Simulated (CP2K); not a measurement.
# A series of single points on PbS

System: PbS (Fm-3m, 2 atoms in the cell).
Method: Kohn-Sham DFT of a periodic cell, PBE, GTH-PBE with UZH-TZVP basis, no spin polarisation (CP2K 2026.2).

The 6 runs differ only in the geometry, by an even scaling of the cell at fixed fractional positions. The structure derives from an entry of the Crystallography Open Database.

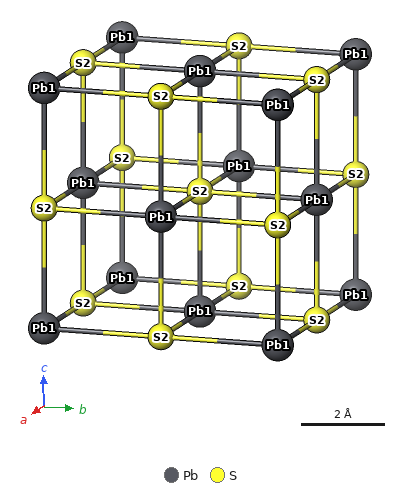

Figure 1. The structure of run 4 (ball-and-stick view of the cell 4 times as large as that of the calculation, set on its symmetry axes, seen slightly off an axis; atoms are numbered from 1 in the order of the input).

## Input of run 4
```
&GLOBAL
  PROJECT pbs_eos
  RUN_TYPE ENERGY_FORCE
  PRINT_LEVEL LOW
&END GLOBAL
&FORCE_EVAL
  METHOD QS
  STRESS_TENSOR ANALYTICAL
  &DFT
    BASIS_SET_FILE_NAME BASIS_MOLOPT_UZH
    POTENTIAL_FILE_NAME POTENTIAL_UZH
    WFN_RESTART_FILE_NAME previous-RESTART.kp
    &MGRID
      CUTOFF 450
      REL_CUTOFF 60
      NGRIDS 4
    &END MGRID
    &QS
      METHOD GPW
      EPS_DEFAULT 1.0E-10
    &END QS
    &KPOINTS
      SCHEME MONKHORST-PACK 8 8 8
      GAMMA_CENTERED T
      SYMMETRY T
      SYMMETRY_BACKEND SPGLIB
    &END KPOINTS
    &SCF
      SCF_GUESS RESTART
      EPS_SCF 1.0E-6
      MAX_SCF 100
      ADDED_MOS 10
      CHOLESKY OFF
      EPS_EIGVAL 1.0E-7
      &DIAGONALIZATION ON
        ALGORITHM STANDARD
      &END DIAGONALIZATION
      &MIXING ON
        METHOD BROYDEN_MIXING
        ALPHA 0.4
        BETA 1.5
        NBUFFER 8
      &END MIXING
      &SMEAR ON
        METHOD FERMI_DIRAC
        ELECTRONIC_TEMPERATURE [K] 580.226
      &END SMEAR
    &END SCF
    &XC
      &XC_FUNCTIONAL PBE
      &END XC_FUNCTIONAL
    &END XC
    &PRINT
      &KPOINTS ON
      &END KPOINTS
      &MULLIKEN ON
      &END MULLIKEN
      &MO ON
        ENERGIES T
        OCCUPATION_NUMBERS T
        &EACH
          QS_SCF 0
        &END EACH
        ADD_LAST NUMERIC
      &END MO
    &END PRINT
  &END DFT
  &SUBSYS
    &CELL
      A 4.2219808667 0.0000000000 0.0000000000
      B 2.1109904333 3.6563426848 0.0000000000
      C 2.1109904333 1.2187808949 3.4472329424
      PERIODIC XYZ
    &END CELL
    &COORD
      SCALED
      Pb  0.0000000000 0.0000000000 0.0000000000
      S   0.5000000000 0.5000000000 0.5000000000
    &END COORD
    &KIND Pb
      BASIS_SET TZVP-MOLOPT-PBE-GTH-q4
      POTENTIAL GTH-PBE-q4
    &END KIND
    &KIND S
      BASIS_SET TZVP-MOLOPT-PBE-GTH-q6
      POTENTIAL GTH-PBE-q6
    &END KIND
    &PRINT
      &ATOMIC_COORDINATES ON
      &END ATOMIC_COORDINATES
      &CELL ON
      &END CELL
    &END PRINT
  &END SUBSYS
  &PRINT
    &FORCES ON
    &END FORCES
    &STRESS_TENSOR ON
    &END STRESS_TENSOR
  &END PRINT
&END FORCE_EVAL
```

Command:
```bash
OMP_NUM_THREADS=1 cp2k.psmp -i pbs_eos.inp -o pbs_eos.out
```

Lattice vectors (Å) and fractional positions of run 4:
```
   4.221981    0.000000    0.000000
   2.110990    3.656343    0.000000
   2.110990    1.218781    3.447233
Pb  0.000000  0.000000  0.000000
S   0.500000  0.500000  0.500000
```

Run 5 differs from it as follows:
```diff
-      A 4.2219808667 0.0000000000 0.0000000000
-      B 2.1109904333 3.6563426848 0.0000000000
-      C 2.1109904333 1.2187808949 3.4472329424
+      A 4.2493970951 0.0000000000 0.0000000000
+      B 2.1246985475 3.6800858351 0.0000000000
+      C 2.1246985475 1.2266952783 3.4696181991
```

## Results, with one run withheld

```tsv
run	volume per atom (Å³)	free energy per atom, from the lowest run given (meV)	pressure (GPa)	gap on the mesh (eV)
1	24.521	60.76	7.40	0.02
2	25.042	39.36	5.77	0.07
3	25.564	23.04	4.28	0.15
4	26.607	3.86	1.69	0.31
5	27.129	?	?	?
6	27.651	0.00	−0.43	0.44
```

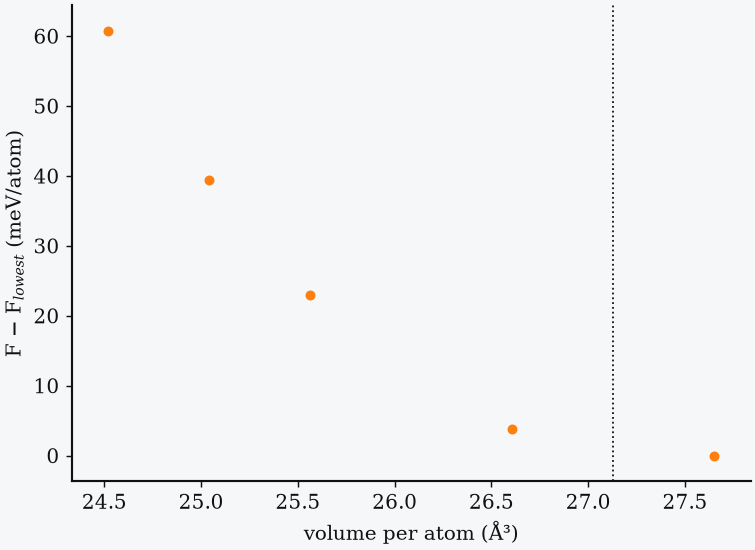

Figure 2. Free energy per atom of the runs given; the dotted line marks run 5.

Estimate the energy of run 5 from the others.

A cubic polynomial in V^(−2/3) (the Birch–Murnaghan form), fitted to the 5 runs given, misses them by at most 0.01 meV per atom. With x = V^(−2/3) − 0.11442 Å⁻², it reads F = 16.361 + 7510.4 x + 8.4483e+05 x² − 84445 x³ (meV per atom). At run 5 it gives 0.19 meV per atom, and the run itself gives 0.20. The slope of the fit gives a pressure −dF/dV of 0.58 GPa there, and the run prints 0.58 GPa. The fit has its minimum at 27.418 Å³ per atom, where V d²F/dV² gives 53.1 GPa: the bulk modulus at this level, since symmetry fixes the shape and the positions. The gap on the mesh goes, without turning, from 0.02 eV in run 1 to 0.44 eV in run 6; run 5 has 0.37 eV. These are gaps of this functional on this mesh, which can miss the band edges; they aren't the measured gap.

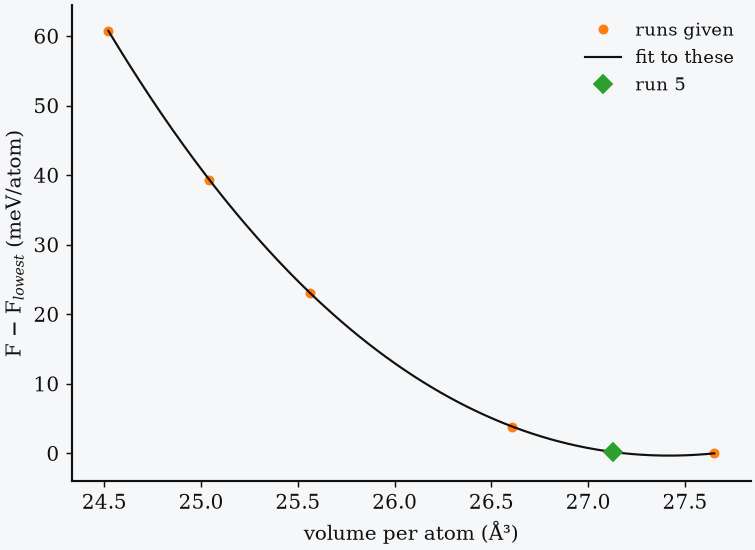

Figure 3. The fit and the withheld run.

## Some lines of the output (run 5)
```
[...]
 CELL| Volume [angstrom^3]:                                            54.258396
 CELL_REF| Volume [angstrom^3]:                                        54.258396
                        Smear method:                                FERMI_DIRAC
  Step     Update method      Time    Convergence         Total energy    Change
  Fermi energy:                                                 0.15191732482218
  Total energy:                                               -13.78985026817594
  Total energy (extrapolated to T->0):                        -13.78984708657064
 MO| E(Fermi):            0.151917 a.u.          4.133881 eV
 MO| Band gap:            0.200064 a.u.          5.444015 eV
 MO| Band gap:            0.274501 a.u.          7.469554 eV
 MO| Band gap:            0.258920 a.u.          7.045579 eV
 MO| Band gap:            0.212845 a.u.          5.791801 eV
 MO| Band gap:            0.203609 a.u.          5.540477 eV
```

Notes: Spin–orbit coupling is left out, which matters for Pb.
